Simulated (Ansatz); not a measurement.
CaO

```xyz
8
Lattice="2.4154 -2.4154 0.0000 2.4154 2.4154 0.0000 0.0000 0.0000 9.6628" Properties=species:S:1:pos:R:3 pbc="T T T"
Ca    2.4154    1.2077    1.2079
Ca    2.4154   -1.2077    8.4550
Ca    2.4154    1.2077    6.0393
Ca    2.4154   -1.2077    3.6236
O     2.4154    1.2077    3.6236
O     2.4154   -1.2077    6.0393
O     2.4154    1.2077    8.4550
O     2.4154   -1.2077    1.2079
```

Space group Fm-3m; a structure from a database of computed crystals, not necessarily the ambient phase; started from the database_64 prototype, which need not be the ambient phase.

These are results of Ansatz, DFT PBE, scalar-relativistic, plane waves, PAW, not measurements.

Question: What can the converged valence pseudo-density and electron localisation function tell about the bonding?

Answer: Ca–O (2.42 Å): ρ is about 0.25 e/Å³ halfway; the ELF is about 0.10 at the midpoint (a largely ionic contact).

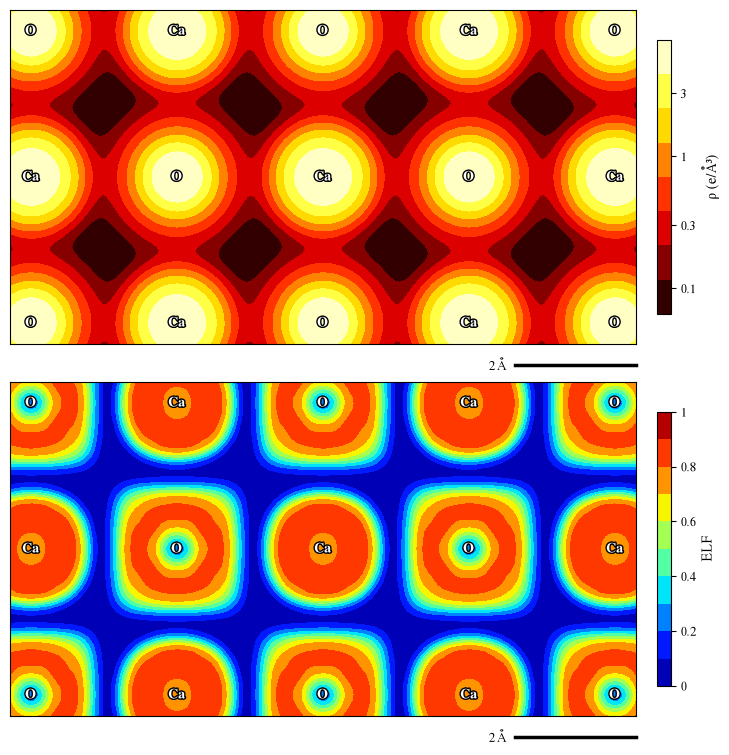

Computed valence pseudo-density and electron localisation function on the (110) plane of the calculation cell, in this order. 

The density is the valence pseudo-density of a PAW calculation; it isn't the true density close to the nuclei.
